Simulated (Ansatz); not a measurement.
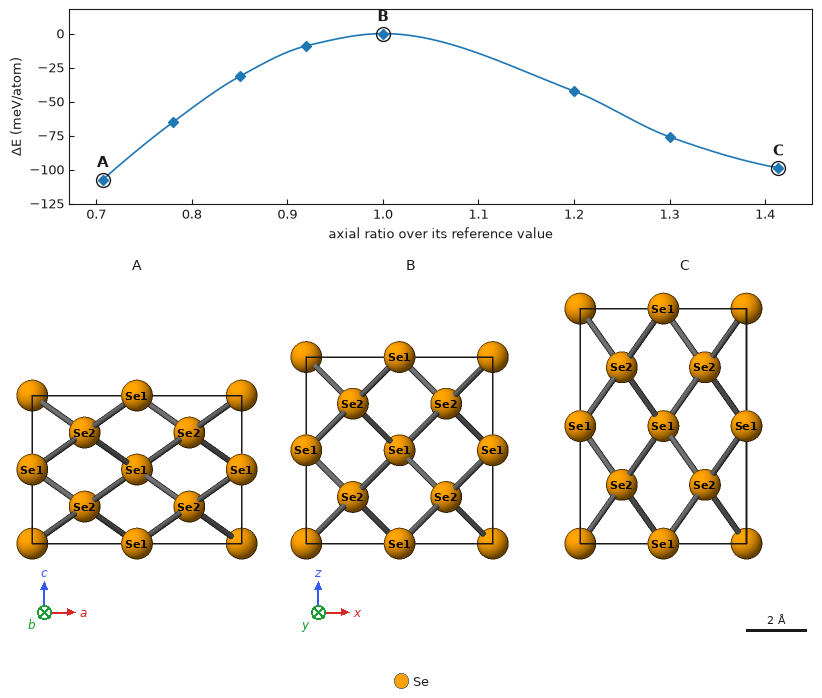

A crystal of Se (Fd-3m): the ratio of the cell's length along z to its lengths across, counted as 1 for the reference, is changed at fixed volume (a tetragonal or Bain path), with the atoms kept at their fractional coordinates. x, y and z are the Cartesian axes of the input. The lettered frames are marked on the plot. The picture is a ball-and-stick view of the conventional cell (4 times the calculation's cell), seen along the b axis. Lengths and directions refer to the drawn axes.

Method: DFT PBE, scalar-relativistic, plane waves, PAW in Ansatz 0.2.0. Set-up: plane-wave cutoff 420 eV; k-point mesh 14 × 14 × 14; occupations gaussian; smearing width 0.15 eV; no spin polarisation. Energies (free energies at the smearing named) are counted from the cell as listed in its source, which wasn't relaxed.

### Read off the main features of the energy profile.

Of the computed points the lowest is at the relative ratio 0.707, −107.3 meV/atom. A local maximum lies at 1.00 (0.0 meV/atom). The energy is still falling at the end of the range, so the minimum along this coordinate lies there or beyond. At the ends of the scan the energy is −107.3 meV/atom (0.707) and −98.8 meV/atom (1.414). The unrelaxed reference is under a pressure of 1.6 GPa. The distortion takes the space group from Fd-3m to I4_1/amd. At the relative ratio 1.414 the cell of the drawing goes a 6.251 → 5.569 Å, b 6.251 → 5.569 Å, c 6.251 → 7.875 Å.
